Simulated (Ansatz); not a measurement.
**TaN: density, localisation and related maps**

```xyz
8
Lattice="4.7953 0.0000 0.0000 0.0000 0.0000 -4.7953 0.0000 4.7953 0.0000" Properties=species:S:1:pos:R:3 pbc="T T T"
Ta    2.3976    0.0000   -2.3976
Ta    0.0000    2.3976   -2.3976
Ta    0.0000    0.0000    0.0000
Ta    2.3976    2.3976    0.0000
N     1.1988    1.1988   -3.5965
N     3.5965    3.5965   -3.5965
N     3.5965    1.1988   -1.1988
N     1.1988    3.5965   -1.1988
```

Space group F-43m; started from the zincblende prototype, which need not be the ambient phase; changed on purpose from its base cell (volume × 1.040); computed pressure about −9 GPa in this cell; the program warned that a starting moment wasn't kept; spin-polarised, but the moments vanished.

Level of theory: Ansatz 0.2.0, DFT r2SCAN, scalar-relativistic, plane waves, PAW.

In a PAW calculation such maps are meaningful between the atoms, not at the nuclei.

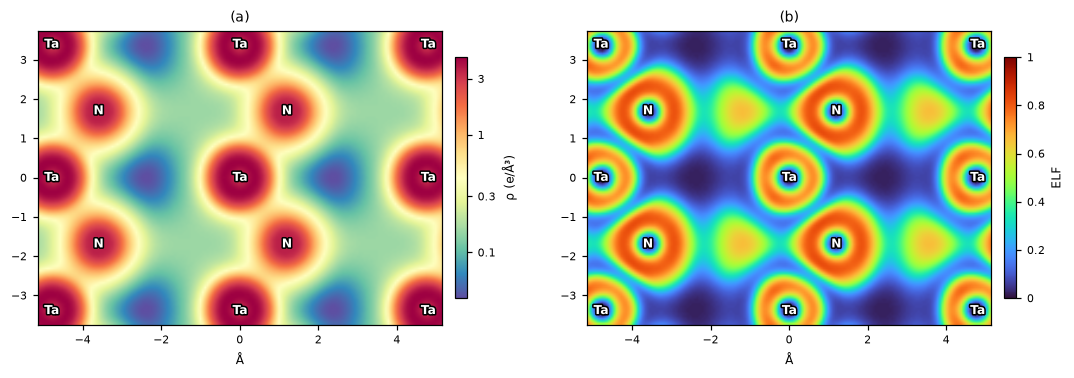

Figure 1. (a) valence pseudo-density; (b) ELF on the (101) plane of the conventional cell.

Question: Read the bonding off the picture.

Answer: Atoms in the plane: Ta and N.
Ta–N (2.08 Å): ρ is about 0.77 e/Å³ halfway; the ELF peaks at about 0.80 in the valence shell of N, 0.6 Å from its nucleus, and drops to about 0.25 between the two atoms (no localised pair shows between them).
Between the atoms the lowest density in this plane is 0.04 e/Å³.
The features right at Ta lie inside the PAW spheres, where the map follows smoothed inner orbitals and isn't to be read closely.

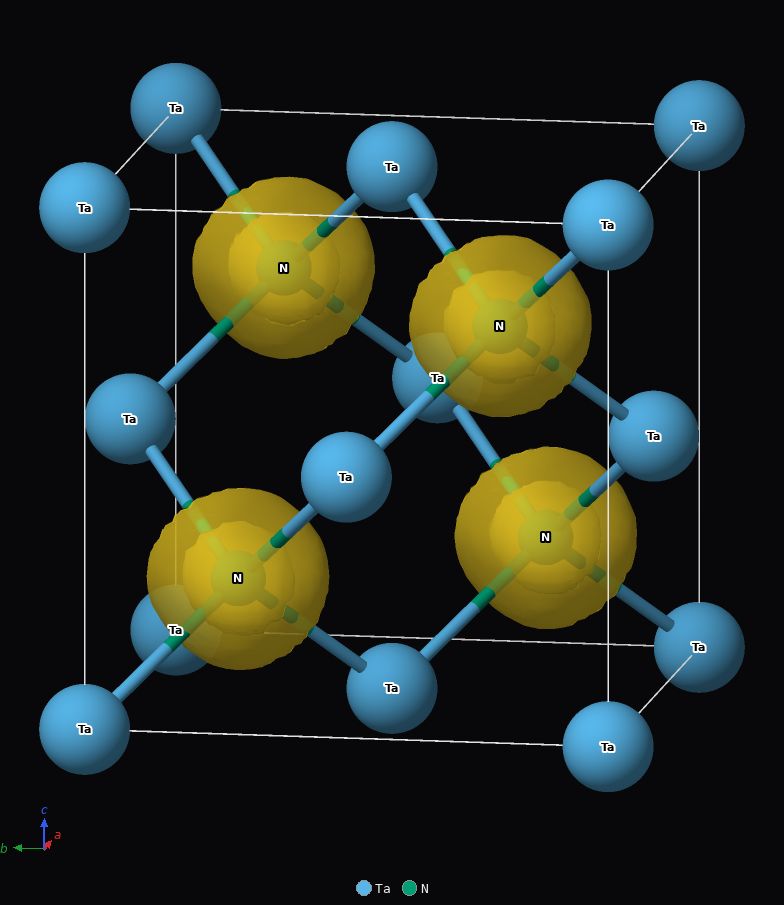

Figure 2. Isosurface of the electron localisation function at 0.75 (yellow), seen at an oblique angle. Core shells and regions of very low density are left out. Sticks mark near contacts.

Question: Identify the bonds, lone pairs and shells in this picture.

Answer: The surface consists of four regions wrapped around N (the valence shell of each), counted in one cell of 8 atoms. Regions shared between cells count once.

Question: Metal or insulator at this level of theory?

Answer: It is gapless in this calculation (a metal or semimetal); semilocal functionals without U, or without the true magnetic order, often close the gap of such compounds.
